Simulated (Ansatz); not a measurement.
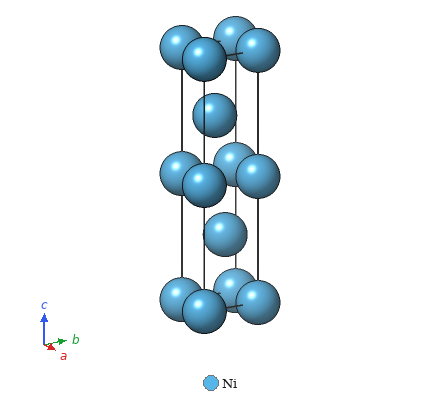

Ni (P6_3/mmc, No. 194): the end point of a relaxation with DFT, revPBE, plane waves (420 eV) with PAW, scalar-relativistic (Ansatz 0.2.0); the starting structure was generated, so it need not be a known form of this composition.

```cif
data_structure
_symmetry_space_group_name_H-M 'P6_3/mmc'
_symmetry_Int_Tables_number 194
_cell_length_a 2.5055
_cell_length_b 2.5055
_cell_length_c 8.2010
_cell_angle_alpha 90.000
_cell_angle_beta 90.000
_cell_angle_gamma 120.000
_cell_volume 44.59
loop_
_atom_site_label
_atom_site_type_symbol
_atom_site_symmetry_multiplicity
_atom_site_Wyckoff_symbol
_atom_site_fract_x
_atom_site_fract_y
_atom_site_fract_z
_atom_site_occupancy
Ni1 Ni 2 a 0.00000 0.00000 0.00000 1
Ni2 Ni 2 c 0.33333 0.66667 0.25000 1
```

What will a projected-potential map along [100] show? Computed as the sum of neutral-atom potentials (tabulated electron scattering factors, B = 0.5 Å²) projected along the beam and smoothed by 0.25 Å; brighter is more positive.

Answer. The columns repeat on a rectangular net of 2.17 × 8.20 Å (plane group p2mg). All columns are alike (Ni). The shortest distance between visible columns is 2.17 Å in projection. Along the beam the structure repeats every 2.51 Å.

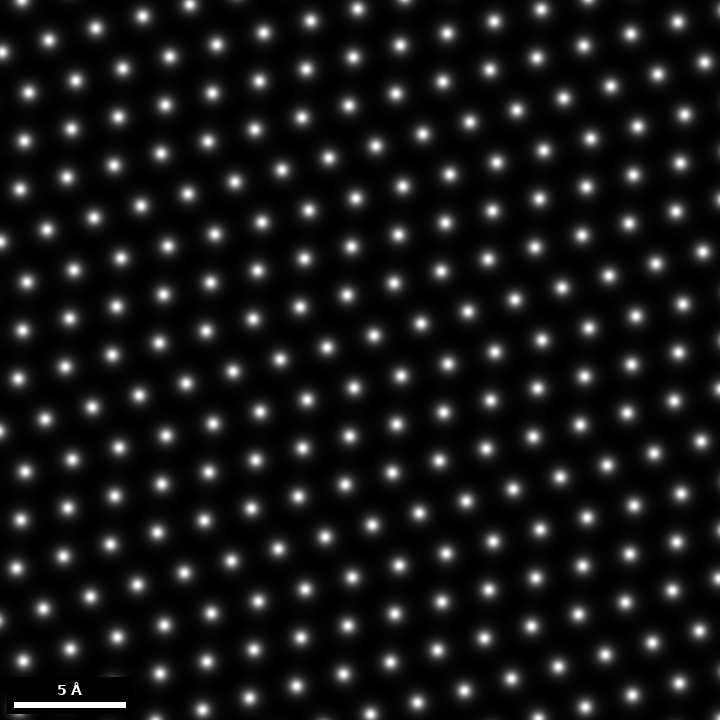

The simulated image.

What mean inner potential do neutral atoms give for this crystal?

Answer. About 28 V (the sum of the forward scattering factors over the cell volume; bonding usually lowers the true value).
